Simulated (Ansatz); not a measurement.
**Ru: a changed input and its effect**

System: Ru (1 atom in the cell).
Method of run 1: DFT, PBEsol, plane waves (420 eV) with PAW, scalar-relativistic, no spin polarisation (Ansatz 0.2.0).

Text and figures count atoms from 1; the logs count them from 0 in places.

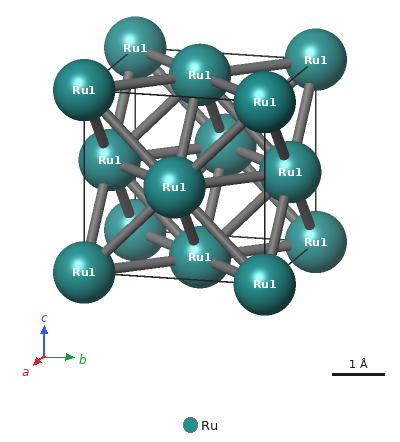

Fig. 1: The input geometry (ball-and-stick view of the cell 4 times as large as that of the calculation, set on its symmetry axes, seen slightly off an axis; atoms are numbered from 1 in the order of the input). Near neighbours in the crystal (not all of them lie inside the picture): Ru has 12 Ru at 2.55 Å.

**Input, run 1**
```yaml
crystal:
  lattice:
    - [0.0, 1.8063706559, 1.8063706559]
    - [1.8063706559, 0.0, 1.8063706559]
    - [1.8063706559, 1.8063706559, 0.0]
  atoms:
    - { symbol: Ru, position: [0.0, 0.0, 0.0] }
hamiltonian:
  xc: pbesol
  pseudopotentials:
    kind: paw
    azcp:
      Ru: "pseudopotentials/Ru.paw.azcp"
basis:
  ecutwfc: 420
  fft_grid_basis: typed
kpoints:
  mp_grid: { grid: [16, 16, 16], shift: [0, 0, 0] }
magnetization:
  spin_polarized: false
scf:
  occupations: { method: fermi_dirac, width: 0.1 }
  lower_state_search: "off"
output:
  stress: true
```

Hardware: 2 threads of an x86-64 CPU, shared host.

**Output, shortened to warnings, some set-up lines, iterations and results (run 1)**
```
Warning: [file] the record states the generating functional pbe (its physics header spells it `PBE`), which answers neither for hamiltonian.xc's functional nor for the pbesol family's — results may be inconsistent (PPs are generated against a specific XC)
Basis set: ecut = 420 eV, 259 PW (Γ)
Symmetry: 48 space group operations
k-points: 145 of 4096
Initial density: superposition of atomic densities (neutral atoms: chi_scale 0, normalization atom), corrected by the library's trained network
[...]
SCF iter   1: F=—  HF=-5816.147234 eV  |F-HF|=—  |Δ(HF+E_count)|=         —  Δρ=1.18e-2  dr2=1.17e-2  ethr=1.77e-3  ⟨swp⟩=5.1  Hψ=9710  notcnv=0
SCF iter   2: F=—  HF=-5816.142147 eV  |F-HF|=—  |Δ(HF+E_count)|=   5.09e-3  Δρ=2.90e-3  dr2=2.37e-4  ethr=7.29e-5  ⟨swp⟩=2.9  Hψ=4346  notcnv=0
SCF iter   3: F=—  HF=-5816.142129 eV  |F-HF|=—  |Δ(HF+E_count)|=   1.82e-5  Δρ=1.42e-3  dr2=3.89e-5  ethr=1.48e-6  ⟨swp⟩=2.8  Hψ=2981  notcnv=0
SCF iter   4: F=—  HF=-5816.142149 eV  |F-HF|=—  |Δ(HF+E_count)|=   2.00e-5  Δρ=1.17e-4  dr2=5.67e-7  ethr=2.43e-7  ⟨swp⟩=2.0  Hψ=1906  notcnv=0
SCF iter   5: F=-5816.142149 eV  HF=-5816.142149 eV  |F-HF|=7.59e-9  |Δ(HF+E_count)|=   4.16e-7  Δρ=1.12e-5  dr2=1.06e-8  ethr=3.54e-9  ⟨swp⟩=2.0  Hψ=2908  notcnv=0
SCF iter   6: F=-5816.142149 eV  HF=-5816.142149 eV  |F-HF|=5.00e-11  |Δ(HF+E_count)|=   3.06e-9  Δρ=1.08e-6  dr2=7.69e-11  ethr=6.66e-11  ⟨swp⟩=2.0  Hψ=5504  notcnv=0
SCF 1 converged in 6 iterations: F = -5816.142149 eV  dr2 = 7.69e-11
SCF converged after 6 iterations
Free energy (F): -5816.142149 eV
Harris-Foulkes:  -5816.142149 eV  (|F-HF|=5.00e-11)
Internal energy: -5816.112791 eV  (E = F + TS)
E sigma→0 (E₀):  -5816.127470 eV
Entropy (-TS):   -0.029358 eV (-29.358 meV/atom)
Fermi energy:    27.679081 eV
--- Per-component energies (eV) ---
  E_band       = 7.843729
  E_kinetic    = 521.375905
  E_local      = -1110.740015  (includes V_loc(G=0)·N_el)
  E_nonlocal   = 345.886387
  E_hartree    = 358.343587
  E_xc         = -192.034127
  E_vxc        = -242.088661  (∫ρ·V_xc dr)
  E_paw        = -3400.084757  (= ΣΔE_a)
  E_vpaw       = -223.277195  (= ΣTr[D̂ρ^β])
  E_aug_tail   = -0.000191  (compensation charges beyond the density's cutoff)
  E_ewald      = -2339.112876
  E_core_change = 0.253296  (= ΣΔE_core)
  E_smearing   = -0.029358  (= −TS)
  E_closure    = 0.000000  (closes the sum)
  Σ components = -5816.142149   (vs F -5816.142149, Δ=0.00e0)
--- Stress (GPa, compression-positive) ---
       58.543874      -0.000000       0.000000
       -0.000000      58.543874      -0.000000
        0.000000      -0.000000      58.543874
  P = ⅓ Tr σ = 58.5439 GPa (585.439 kbar)
```

For run 2 the input was changed thus:
```diff
-    - [0.0, 1.8063706559, 1.8063706559]
-    - [1.8063706559, 0.0, 1.8063706559]
-    - [1.8063706559, 1.8063706559, 0.0]
+    - [0.0, 1.9339885449, 1.9339885449]
+    - [1.9339885449, 0.0, 1.9339885449]
+    - [1.9339885449, 1.9339885449, 0.0]
```

Predict how the results change.

With the same functional and potentials, run 2 lies 180.8 meV per atom lower. The pressure goes from 58.54 to −21.76 GPa. The volume per atom goes from 11.79 to 14.47 Å³. The number of SCF iterations is the same. The plane waves at Γ go from 259 to 283.

**Output, shortened to warnings, some set-up lines, iterations and results (run 2)**
```
Warning: [file] the record states the generating functional pbe (its physics header spells it `PBE`), which answers neither for hamiltonian.xc's functional nor for the pbesol family's — results may be inconsistent (PPs are generated against a specific XC)
Basis set: ecut = 420 eV, 283 PW (Γ)
Symmetry: 48 space group operations
k-points: 145 of 4096
Initial density: superposition of atomic densities (neutral atoms: chi_scale 0, normalization atom), corrected by the library's trained network
[...]
SCF iter   1: F=—  HF=-5816.325389 eV  |F-HF|=—  |Δ(HF+E_count)|=         —  Δρ=9.16e-3  dr2=6.88e-3  ethr=1.77e-3  ⟨swp⟩=5.0  Hψ=9763  notcnv=0
SCF iter   2: F=—  HF=-5816.322948 eV  |F-HF|=—  |Δ(HF+E_count)|=   2.44e-3  Δρ=3.18e-3  dr2=4.55e-4  ethr=4.30e-5  ⟨swp⟩=2.1  Hψ=4176  notcnv=0
SCF iter   3: F=—  HF=-5816.322923 eV  |F-HF|=—  |Δ(HF+E_count)|=   2.53e-5  Δρ=1.58e-3  dr2=6.70e-5  ethr=2.84e-6  ⟨swp⟩=2.5  Hψ=2729  notcnv=0
SCF iter   4: F=—  HF=-5816.322955 eV  |F-HF|=—  |Δ(HF+E_count)|=   3.21e-5  Δρ=2.80e-4  dr2=1.91e-6  ethr=4.19e-7  ⟨swp⟩=2.0  Hψ=2164  notcnv=0
SCF iter   5: F=-5816.322957 eV  HF=-5816.322957 eV  |F-HF|=1.28e-8  |Δ(HF+E_count)|=   2.06e-6  Δρ=3.12e-5  dr2=3.78e-8  ethr=1.19e-8  ⟨swp⟩=2.8  Hψ=2642  notcnv=0
SCF iter   6: F=-5816.322957 eV  HF=-5816.322957 eV  |F-HF|=4.84e-10  |Δ(HF+E_count)|=   2.30e-8  Δρ=3.25e-6  dr2=9.72e-10  ethr=2.36e-10  ⟨swp⟩=2.1  Hψ=6286  notcnv=0
SCF 1 converged in 6 iterations: F = -5816.322957 eV  dr2 = 9.72e-10
SCF converged after 6 iterations
Free energy (F): -5816.322957 eV
Harris-Foulkes:  -5816.322957 eV  (|F-HF|=4.84e-10)
Internal energy: -5816.283306 eV  (E = F + TS)
E sigma→0 (E₀):  -5816.303131 eV
Entropy (-TS):   -0.039651 eV (-39.651 meV/atom)
Fermi energy:    21.542257 eV
--- Per-component energies (eV) ---
  E_band       = -80.296695
  E_kinetic    = 511.489091
  E_local      = -1323.477480  (includes V_loc(G=0)·N_el)
  E_nonlocal   = 344.685462
  E_hartree    = 423.268550
  E_xc         = -188.463276
  E_vxc        = -237.335199  (∫ρ·V_xc dr)
  E_paw        = -3399.276670  (= ΣΔE_a)
  E_vpaw       = -222.196744  (= ΣTr[D̂ρ^β])
  E_aug_tail   = -0.000186  (compensation charges beyond the density's cutoff)
  E_ewald      = -2184.762092
  E_core_change = 0.253296  (= ΣΔE_core)
  E_smearing   = -0.039651  (= −TS)
  E_closure    = 0.000000  (closes the sum)
  Σ components = -5816.322957   (vs F -5816.322957, Δ=0.00e0)
--- Stress (GPa, compression-positive) ---
      -21.757480       0.000000       0.000000
       -0.000000     -21.757480       0.000000
       -0.000000      -0.000000     -21.757480
  P = ⅓ Tr σ = -21.7575 GPa (-217.575 kbar)
```

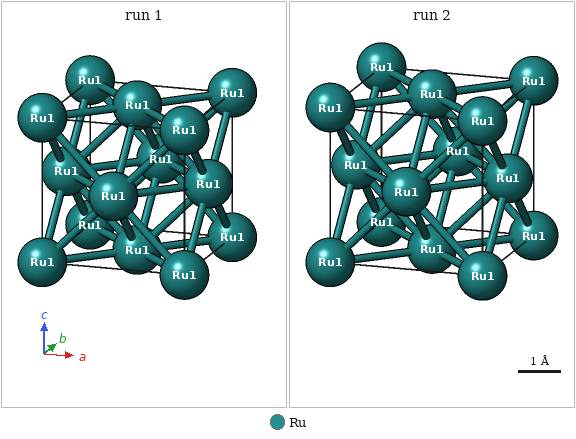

Fig. 2: The two input geometries at one scale (ball-and-stick view of the cell 4 times as large as that of the calculation, set on its symmetry axes, seen slightly off an axis). No atom moves by more than 0.005 Å relative to the cell. The volume changes by +22.7 %, with a = b = c 3.613 → 3.868 Å (+7.1 %). Among the contacts that change: Ru1–Ru1 2.555 → 2.735 Å.

**The two runs side by side**

| quantity | run 1 | run 2 |
| --- | --- | --- |
| outcome | converged | converged |
| free energy per atom (eV) | −5816.1421 | −5816.3230 |
| energy per atom, smearing taken to zero (eV) | −5816.1275 | −5816.3031 |
| pressure (GPa) | 58.54 | −21.76 |
| volume per atom (Å³) | 11.79 | 14.47 |
| SCF iterations | 6 | 6 |
| irreducible k-points | 145 | 145 |
| plane waves at Γ | 259 | 283 |
| wall time (shared host) | 0.56 s | 0.63 s |

For both runs: Warnings: the PAW datasets were made with another functional. For run 1: The cell is under a pressure of 59 GPa at this level, so it is not at its equilibrium volume. For run 2: The cell is under a tension of 22 GPa at this level, so it is not at its equilibrium volume.
